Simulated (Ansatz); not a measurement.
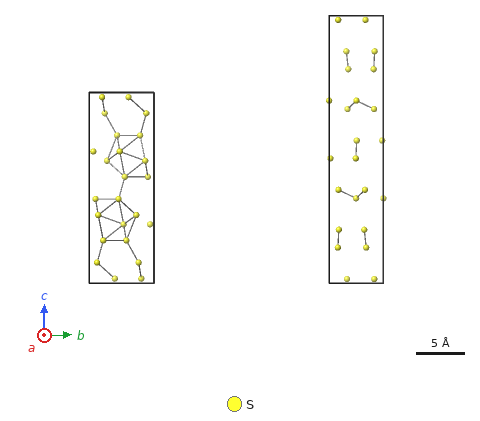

Two geometries of crystalline S (built on the alpha-boron_166 type) (coarse preliminary run), drawn at one scale. One is the start of a relaxation, the other its converged end. The picture is a ball-and-stick view of the conventional cell (3 times the calculation's cell), seen along the a axis. Lengths and directions refer to the drawn axes.

The calculation used DFT r2SCAN, scalar-relativistic, plane waves, PAW (Ansatz 0.2.0). (plane-wave cutoff 500 eV; k-point mesh 3 × 3 × 3; occupations gaussian; smearing width 0.1 eV; no spin polarisation; cell and atoms relaxed; force threshold 0.04 eV/Å; at most 70 steps)

**Which one is relaxed?**

The right one is the relaxed one. Case: alpha-boron type (R-3m, No. 166). The energy falls by 1408 meV per atom in 15 accepted moves (19 points after the start). Largest force component: 1.4 eV/Å at the start, 0.026 eV/Å at the end. Pressure: −7.48 GPa at the start and 0.04 GPa at the end. The line search rejected the trial steps at points 3, 12 of the run. At 2 points the geometry stayed and the basis and grid were re-selected for the new cell (energy shift of 3.5 meV per atom at most each time). The largest moves relative to the cell, 0.82 Å, are those of S atoms. The drawn cell changes as follows: a = b 7.825 → 6.508 Å (−16.8 %), c 20.017 → 28.084 Å (+40.3 %); the volume changes by −3.0 %. Some distances before and after: S–S 2.864 → 4.188 Å, S–S 2.875 → 3.765 Å, S–S 2.840 → 2.053 Å, S–S 2.659 → 1.886 Å. The space group stays R-3m (No. 166).
